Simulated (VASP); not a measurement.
**Band edges against the vacuum: BAs(110)**

Aim: ionisation energy and electron affinity of BAs(110), from a slab and a bulk run lined up through core potentials.

Method: PBEsol; plane waves and PAW (B, As), in VASP 6.6.1.

**What experiment says.**

For BAs, zinc blende (CVT-grown single crystal, 100 K), “Thermal expansion coefficients of high thermal conducting BAs and BP materials” (2019, arxiv:1906.04101) gives, by single-crystal XRD (Mo K-alpha): lattice constant a (cubic a at 100 K) 4.7741 ± 0.0015 Å.

For BAs, zinc blende (CVT-grown opaque bulk crystals, 300 K), “Optical properties of cubic boron arsenide” (2019, arxiv:1911.04914) gives, by spectroscopic ellipsometry: band gap (direct gap from square of absorption coefficient, average of two …) about 4.12 eV [Extrapolated from square of absorption coefficient from ellipsometry; average of two …].

Most raw output is cut from this account.

### Step 1. The starting structure

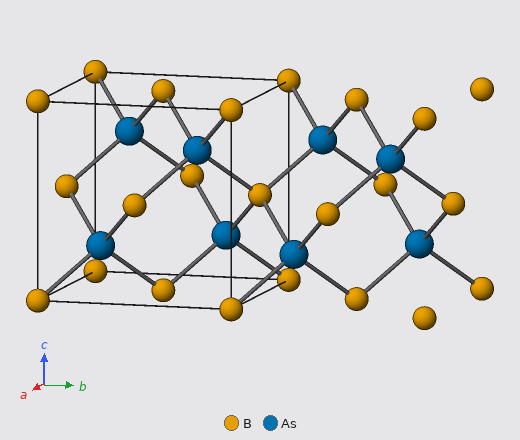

The cell as given, slightly off an axis (boron orange, arsenic blue). 1×2×1 cells are drawn. This picture shows the conventional cell, with its axes. Bonds to atoms that aren't drawn are left out. Some periodic images of atoms are drawn too.

### Step 2. Relaxing the bulk crystal

First cell and atoms are relaxed at a raised cutoff, so that later runs start from this functional's own cell.

File INCAR:

```
SYSTEM = BAs
PREC = Accurate
ENCUT = 420
EDIFF = 1E-06
NELM = 120
ISMEAR = 0
SIGMA = 0.03
LREAL = .FALSE.
ALGO = Normal
GGA = PS
NBANDS = 10
LORBIT = 11
LWAVE = .FALSE.
LCHARG = .FALSE.
KPAR = 4
LASPH = .TRUE.
IBRION = 2
NSW = 40
ISIF = 3
EDIFFG = -0.02
POTIM = 0.4
```

File POSCAR:

```
BAs
1.0
    0.0000000000      2.3900000000      2.3900000000
    2.3900000000      0.0000000000      2.3900000000
    2.3900000000      2.3900000000      0.0000000000
B As
1 1
Direct
    0.0000000000      0.0000000000      0.0000000000
    0.2500000000      0.2500000000      0.2500000000
```

File KPOINTS:

```
Automatic mesh
0
Gamma
7 7 7
0 0 0
```

PAW data sets: B and As (PBE family, release 64).

Launch:

```console
$ mpirun -np 4 vasp_std
```

It took 1.8 s on 4 MPI ranks of Intel Xeon 6975P-C (Granite Rapids), shared host; peak memory 0.49 GiB.

The PAW data sets were made with PBE, which is usual practice but a small mismatch for other functionals. The run keeps the 24 symmetry operations of its start, so it cannot find a distortion of lower symmetry.

Little changed from the start: no atom moved by 0.005 Å and no cell edge by 0.1 %.

Numbers from this step:

```yaml
electronic_steps: 12
electrons: 8
free_energy_toten: -12.20 eV
fermi_energy: 6.196 eV
```

The start already met the threshold, so nothing moved.

### Step 3. Band edges of the bulk

A static bulk run at the slab's cutoff gives the band edges and the core potentials that tie them to the slab.

File INCAR:

```
SYSTEM = BAs
PREC = Normal
ENCUT = 360
EDIFF = 1E-06
NELM = 120
ISMEAR = 0
SIGMA = 0.03
LREAL = .FALSE.
ALGO = Normal
GGA = PS
NBANDS = 10
LORBIT = 11
LWAVE = .FALSE.
LCHARG = .FALSE.
KPAR = 4
LASPH = .TRUE.
```

POSCAR is that of step 2.

File KPOINTS:

```
Automatic mesh
0
Gamma
16 16 16
0 0 0
```

Launch:

```console
$ mpirun -np 4 vasp_std
```

Elapsed: 2 s, on 4 MPI ranks; peak memory 0.49 GiB; 6.1 s of CPU time.

The gap is read on the k-mesh alone, so it is an upper bound where the band edges lie off the mesh.

This step gave:

| Item | Value |
| --- | --- |
| Fermi energy | 6.174 eV |
| metallic | no |
| gap on the k-mesh | 1.094 eV |
| least direct gap on the k-mesh | 3.237 eV |

### Step 4. Surface relaxation

System of this step: BAs(110). The cell holds 18 atoms: 9 B and 9 As. Cell: a = 3.380 Å, b = 4.780 Å, c = 29.520 Å, α = 90.0°, β = 90.0°, γ = 90.0°. It derives from BAs. 9 layers, cut at this functional's lattice. Vacuum lies along c.

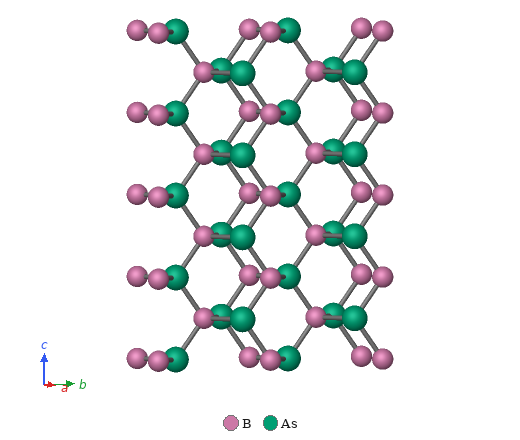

The cell of this step (boron pink, arsenic teal). 1×2×1 cells are drawn. Some periodic images of atoms are drawn too.

All atoms relax at the fixed cell.

File INCAR:

```
SYSTEM = BAs
PREC = Normal
ENCUT = 360
EDIFF = 1E-05
NELM = 120
ISMEAR = 0
SIGMA = 0.03
LREAL = Auto
ALGO = Fast
GGA = PS
NBANDS = 54
LORBIT = 11
LWAVE = .FALSE.
LCHARG = .FALSE.
KPAR = 4
LASPH = .TRUE.
IBRION = 2
NSW = 60
ISIF = 2
EDIFFG = -0.03
POTIM = 0.4
MAXMIX = 40
IDIPOL = 3
LDIPOL = .TRUE.
DIPOL = 0.5 0.5 0.5
```

File POSCAR:

```
BAs
1.0
    3.3799704141      0.0000000000      0.0000000000
    0.0000000000      4.7800000000      0.0000000000
    0.0000000000      0.0000000000     29.5198816563
B As
9 9
Direct
    0.0000000000      0.0000000000      0.2710038000
    0.5000000000      0.5000000000      0.3282528500
    0.0000000000      0.0000000000      0.3855019000
    0.5000000000      0.5000000000      0.4427509500
    0.0000000000      0.0000000000      0.5000000000
    0.5000000000      0.5000000000      0.5572490500
    0.0000000000      0.0000000000      0.6144981000
    0.5000000000      0.5000000000      0.6717471500
    0.0000000000      0.0000000000      0.7289962000
    0.0000000000      0.7500000000      0.3282528500
    0.5000000000      0.2500000000      0.2710038000
    0.0000000000      0.7500000000      0.4427509500
    0.5000000000      0.2500000000      0.3855019000
    0.0000000000      0.7500000000      0.5572490500
    0.5000000000      0.2500000000      0.5000000000
    0.0000000000      0.7500000000      0.6717471500
    0.5000000000      0.2500000000      0.6144981000
    0.5000000000      0.2500000000      0.7289962000
```

File KPOINTS:

```
Automatic mesh
0
Gamma
7 5 1
0 0 0
```

Launch:

```console
$ mpirun -np 4 vasp_std
```

It took 2.1 min on 4 MPI ranks; peak memory 1.2 GiB.

The run keeps the 4 symmetry operations of its start, so it cannot find a distortion of lower symmetry.

Step by step:

| step | energy less that of the first step (eV) | largest force (eV/Å) |
| --- | --- | --- |
| 1 | 0.0000 | 2.5933 |
| 2 | -0.7397 | 1.8892 |
| 3 | -1.0806 | 1.0222 |
| 4 | -1.0915 | 1.0741 |
| 5 | -1.4246 | 0.7590 |
| 6 | -1.5022 | 0.7541 |
| 7 | -1.5865 | 0.3908 |
| 8 | -1.5896 | 0.3139 |
| 9 | -1.6078 | 0.2306 |
| 10 | -1.6079 | 0.2399 |
| 11 | -1.6172 | 0.1331 |
| 12 | -1.6174 | 0.1301 |
| 13 | -1.6220 | 0.0933 |
| 14 | -1.6245 | 0.1114 |
| 15 | -1.6273 | 0.0666 |
| 16 | -1.6279 | 0.0640 |
| 17 | -1.6279 | 0.0706 |
| 18 | -1.6294 | 0.0397 |
| 19 | -1.6294 | 0.0417 |
| 20 | -1.6299 | 0.0293 |

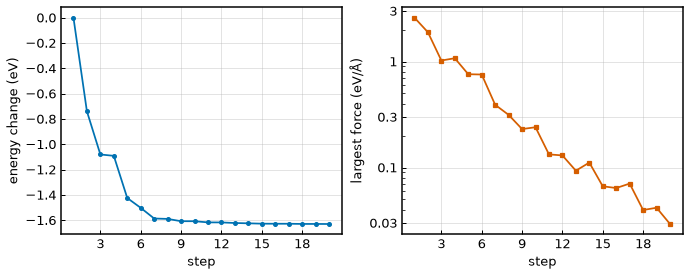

Energy and largest force along the relaxation.

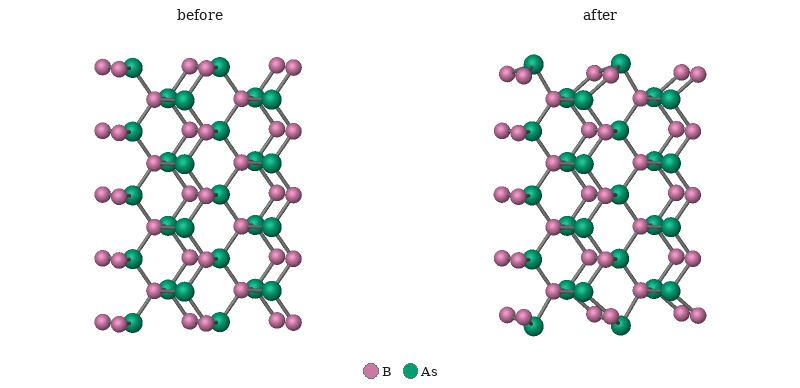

The structure before and after the relaxation, drawn at the same scale.

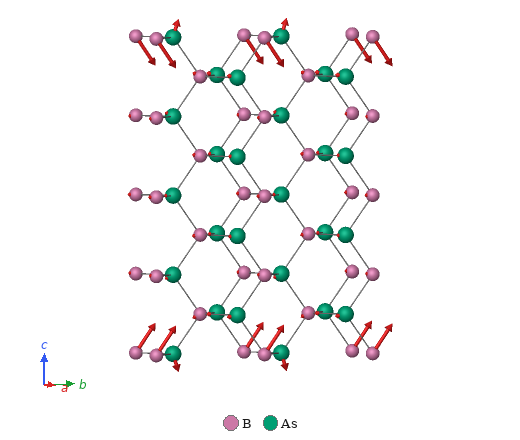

Displacements in the relaxation, exaggerated; the longest in the cell stands for 0.45 Å. 1×2×1 cells are drawn. Some periodic images of atoms are drawn too.

The atoms that moved most (Å):

| atom | dx | dy | dz | length |
| --- | --- | --- | --- | --- |
| B9 | 0.000 | 0.254 | -0.372 | 0.450 |
| B1 | 0.000 | 0.254 | 0.372 | 0.450 |
| As18 | 0.000 | 0.053 | 0.179 | 0.187 |
| As11 | 0.000 | 0.053 | -0.179 | 0.187 |
| As10 | 0.000 | -0.066 | -0.013 | 0.067 |
| As16 | 0.000 | -0.066 | 0.013 | 0.067 |
| B2 | 0.000 | -0.044 | -0.024 | 0.050 |
| B8 | 0.000 | -0.044 | 0.024 | 0.050 |

The relaxed structure:

```xyz
18
Lattice="3.3800 0.0000 0.0000 0.0000 4.7800 0.0000 0.0000 0.0000 29.5199" Properties=species:S:1:pos:R:3
B     0.0000    0.2536    8.3716
B     1.6900    2.3464    9.6662
B     0.0000   -0.0337   11.3833
B     1.6900    2.3462   13.0640
B     0.0000   -0.0425   14.7599
B     1.6900    2.3462   16.4559
B     0.0000   -0.0337   18.1366
B     1.6900    2.3464   19.8537
B     0.0000    0.2536   21.1483
As    0.0000    3.5193    9.6766
As    1.6900    1.2482    7.8210
As    0.0000    3.5425   13.0671
As    1.6900    1.1589   11.3614
As    0.0000    3.5425   16.4528
As    1.6900    1.1547   14.7599
As    0.0000    3.5193   19.8433
As    1.6900    1.1589   18.1585
As    1.6900    1.2482   21.6989
```

This step gave:

```yaml
electronic_steps: 138
electrons: 72
free_energy_toten: -106.4076 eV
fermi_energy: 0.7155 eV
dipole_moment: 0, 0, 0 e·Å
gap_on_the_k_mesh: 0.3293 eV
least_direct_gap_on_the_k_mesh: 1.426 eV
```

The run ended after 20 ionic steps, 1.630 eV below its first step, once the forces on the free atoms met EDIFFG = -0.03.

### Step 5. Vacuum level and density of states

A static run writes the electrostatic potential without exchange and correlation (LVHAR), which is flat in the vacuum and gives the level to count from. The dipole correction cancels the field that unlike faces would set up across the vacuum.

File INCAR:

```
SYSTEM = BAs
PREC = Normal
ENCUT = 360
EDIFF = 1E-06
NELM = 120
ISMEAR = 0
SIGMA = 0.03
LREAL = Auto
ALGO = Fast
GGA = PS
NBANDS = 54
LORBIT = 11
LWAVE = .FALSE.
LCHARG = .TRUE.
KPAR = 4
LASPH = .TRUE.
IDIPOL = 3
LDIPOL = .TRUE.
DIPOL = 0.5 0.5 0.5
LVHAR = .TRUE.
LVACPOTAV = .TRUE.
NEDOS = 1500
```

File POSCAR:

```
BAs
1.0
    3.3799704141      0.0000000000      0.0000000000
    0.0000000000      4.7800000000      0.0000000000
    0.0000000000      0.0000000000     29.5198816563
B As
9 9
Direct
    0.0000000000      0.0530583474      0.2835912826
    0.5000000000      0.4908696693      0.3274480817
    0.0000000000      0.9929402440      0.3856137941
    0.5000000000      0.4908457567      0.4425477924
    0.0000000000      0.9911068492      0.5000000000
    0.5000000000      0.4908457567      0.5574522076
    0.0000000000      0.9929402440      0.6143862059
    0.5000000000      0.4908696693      0.6725519183
    0.0000000000      0.0530583474      0.7164087174
    0.0000000000      0.7362655739      0.3278000766
    0.5000000000      0.2611309273      0.2649387390
    0.0000000000      0.7411010283      0.4426543712
    0.5000000000      0.2424540718      0.3848734574
    0.0000000000      0.7411010283      0.5573456288
    0.5000000000      0.2415619137      0.5000000000
    0.0000000000      0.7362655739      0.6721999234
    0.5000000000      0.2424540718      0.6151265426
    0.5000000000      0.2611309273      0.7350612610
```

KPOINTS is that of step 4.

File KPOINTS_OPT:

```
Line mode
14
Line-mode
Reciprocal
  0.00000000   0.00000000   0.00000000 GAMMA
  0.50000000   0.00000000   0.00000000 X

  0.50000000   0.00000000   0.00000000 X
  0.50000000   0.50000000   0.00000000 S

  0.50000000   0.50000000   0.00000000 S
  0.00000000   0.50000000   0.00000000 Y

  0.00000000   0.50000000   0.00000000 Y
  0.00000000   0.00000000   0.00000000 GAMMA

  0.00000000   0.00000000   0.00000000 GAMMA
  0.50000000   0.50000000   0.00000000 S
```

Launch:

```console
$ mpirun -np 4 vasp_std
```

Elapsed: 60 s, on 4 MPI ranks; peak memory 1.6 GiB; 4 min of CPU time.

Numbers from this step:

| Item | Value |
| --- | --- |
| electronic steps | 23 |
| Fermi energy | 0.6874 eV |
| least gap on mesh and path | 0.1773 eV |
| least direct gap on mesh and path | 1.365 eV |
| vacuum levels | 5.635, 5.635 eV |
| ionisation potentials of the upper and lower face | 5.074, 5.074 eV |
| electron affinities of the upper and lower face | 4.896, 4.896 eV |

The electronic bands at the labelled points (eV, zero at the valence-band top; v1 is the highest filled band, c1 the lowest empty one):

| point | v4 | v3 | v2 | v1 | c1 | c2 | c3 | c4 |
| --- | --- | --- | --- | --- | --- | --- | --- | --- |
| Γ | -0.32 | -0.21 | -0.08 | 0.00 | 1.43 | 1.68 | 1.69 | 2.14 |
| X | -2.56 | -2.30 | -1.38 | -1.19 | 0.18 | 0.23 | 1.55 | 1.83 |
| S | -1.87 | -1.82 | -1.10 | -0.90 | 0.94 | 1.15 | 3.23 | 3.35 |
| Y | -1.67 | -1.61 | -1.05 | -1.00 | 0.93 | 1.05 | 2.12 | 2.59 |
| Γ | -0.32 | -0.21 | -0.08 | 0.00 | 1.43 | 1.68 | 1.69 | 2.14 |
| S | -1.87 | -1.82 | -1.10 | -0.90 | 0.94 | 1.15 | 3.23 | 3.35 |

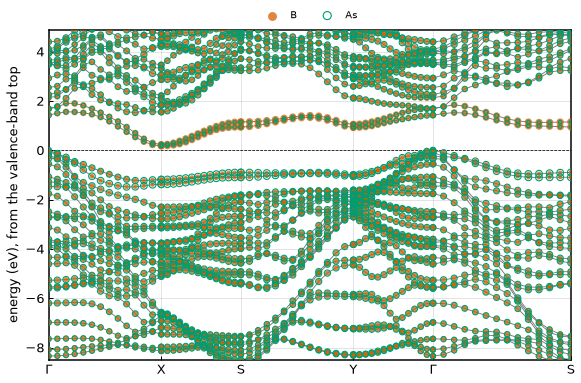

Electronic bands along the path; dots are coloured as in the legend, and their area grows with the weight.

The planar average of the electrostatic potential oscillates, so the rows of the table below give means over windows of 1.69 Å about each position, cut where the curve ends. Its maxima inside the range that stand out by 2 % of the span (Å: eV): 8.8: -3.31, 10.5: -2.42, 12.2: -2.31, 13.9: -2.39, 15.6: -2.39, 17.3: -2.31, 19.0: -2.42, 20.8: -3.31. Its minima: 8.1: -7.21, 9.5: -8.09, 11.2: -8.08, 13.3: -8.07, 15.0: -8.09, 16.2: -8.07, 18.3: -8.08, 20.0: -8.09, 21.4: -7.21.

Zero at the Fermi level. Planar average of the electrostatic potential against height; means over each step:

| height (Å) | planar average of the electrostatic potential (eV) |
| --- | --- |
| 0.84 | 4.95 |
| 2.54 | 4.95 |
| 4.23 | 4.95 |
| 5.92 | 4.62 |
| 7.61 | -3.29 |
| 9.30 | -6.15 |
| 10.99 | -6.03 |
| 12.68 | -6.02 |
| 14.37 | -6.06 |
| 16.05 | -6.05 |
| 17.75 | -6.01 |
| 19.44 | -6.03 |
| 21.12 | -5.25 |
| 22.82 | 2.26 |
| 24.51 | 4.93 |
| 26.20 | 4.95 |
| 27.89 | 4.95 |

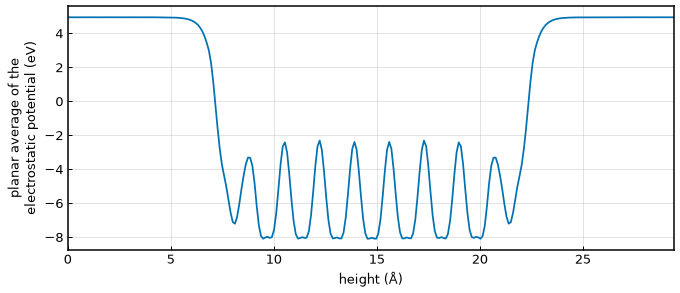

Planar average of the electrostatic potential against height.

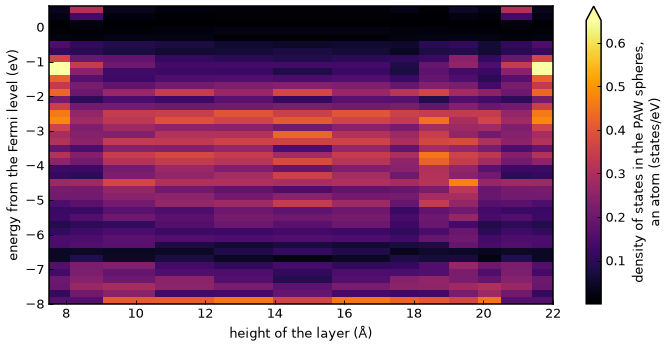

Density of states in the PAW spheres, an atom over height of the layer and energy from the Fermi level.

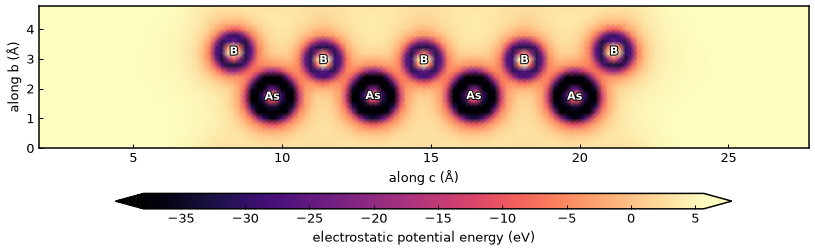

Electrostatic potential energy in the cb plane at fractional x = 0.000, with atoms of B and As within 0.2 Å of it. With pseudopotentials it is smooth inside the atoms' cores, unlike the true potential. The map starts off the cell's origin, so that atoms lie inside it. The far vacuum is left out of the map.

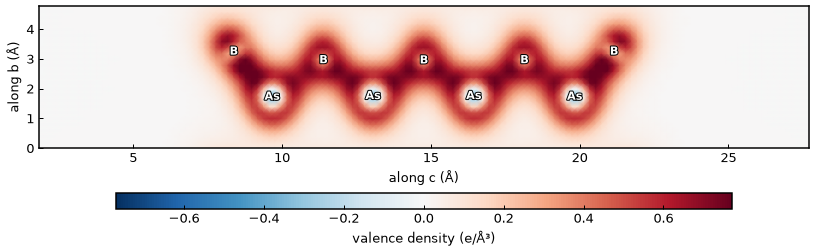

Valence density in the cb plane at fractional x = 0.000, with atoms of B and As within 0.2 Å of it. It is the smooth field of the valence electrons, not physical close to the nuclei. The map starts off the cell's origin, so that atoms lie inside it. The far vacuum is left out of the map.

The map of layer states is cut here 0.5 eV above the Fermi level, so it leaves out the states above that.

The vacuum level lies 5.07 eV above the highest filled level at the upper face; both faces agree, as the slab has next to no dipole.

The program found no field-free point at its default tolerance, but its printed level agrees with the flat part of the planar average.

### Step 6. Lining up bulk and slab

This step: band edges against the vacuum, PBEsol; plane waves and PAW (VASP 6.6.1).

This step runs nothing: it gathers the runs above.

This step gave:

* ionisation energy: 5.015 eV
* offset spread: 0.02890 eV
* bulk gap: 1.094 eV
* slab gap: 0.1773 eV
* electron affinity: 3.922 eV
* buckling: 0.5506 Å
* tilt: 28.97 degree
* surface energy, relaxed: 1.694 J/m²

The averaged core potentials of the four middle atoms lie -5.404 eV from those of the bulk run. The bulk valence top (6.024 eV), moved by that offset, is taken from the upper vacuum level (5.635 eV).

### Step 7. What came out

```
ionisation energy       : 5.02 eV
electron affinity       : 3.92 eV
buckling                : 0.551 Å
surface energy, relaxed : 1.69 J/m²
```

**Reading.** The bulk valence-band top lies 5.02 eV below the vacuum of BAs(110), and the conduction-band bottom 3.92 eV. The top layer buckles by 0.55 Å, a tilt of 29°, with As outermost, as the anion takes the dangling-bond electrons and the cation flattens towards sp². The surface costs 1.69 J/m². The slab's least gap is 0.18 eV, against 1.09 eV in the bulk. Confinement widens it, surface states can narrow it, and the two gaps need not lie at the same wave vector; the faces' own affinities count to the slab's lowest empty state. The offsets of the four middle atoms spread by 0.03 eV; a shift common to all four would not show in it. The bulk edges are read on a mesh, so a band minimum between its points makes the gap too large and the affinity too small. One thickness was run. Semilocal band edges put the valence top too high and the gap too small. Spin-orbit coupling, left out here, would raise the valence top further.

Calculation against experiment:

| quantity | measured | PBEsol |
| --- | --- | --- |
| lattice constant a (Å) | 4.7741 | 4.780 (+0.1 %) |
| band gap (direct gap) (eV) | 4.12 | 3.24 (-0.88 eV) |

Measured values from arxiv:1906.04101 (2019) and arxiv:1911.04914 (2019).

Verdict: The lattice constant a is off by +0.1 %: good agreement. The band gap is off by -0.88 eV: a clear miss. Local and semilocal functionals usually give gaps below the measured ones. An optical gap can lie under the band gap by the exciton's binding. Zero-point and thermal motion shift the measured gap. The grades are ours: good and fair within 0.7 and 1.5 % for the lattice constant a. For lattice constants the calculation has a static lattice, without zero-point motion or thermal expansion (measured at up to 100 K).

[Lines on the potential files, build, host, timing and source positions are cut from VASP's logs without a mark.]

[Logs are printed without paths, hosts, clocks, repeated set-up lines and the standing remarks that a program may print on its own settings, such as how far it seeks lower states.]

[Hosts, paths, dates, database ids (printed as entryN), source tags and the programs' standing remarks are cut or masked in the printed files.]

[Runs that stopped without an error message from VASP are left out.]
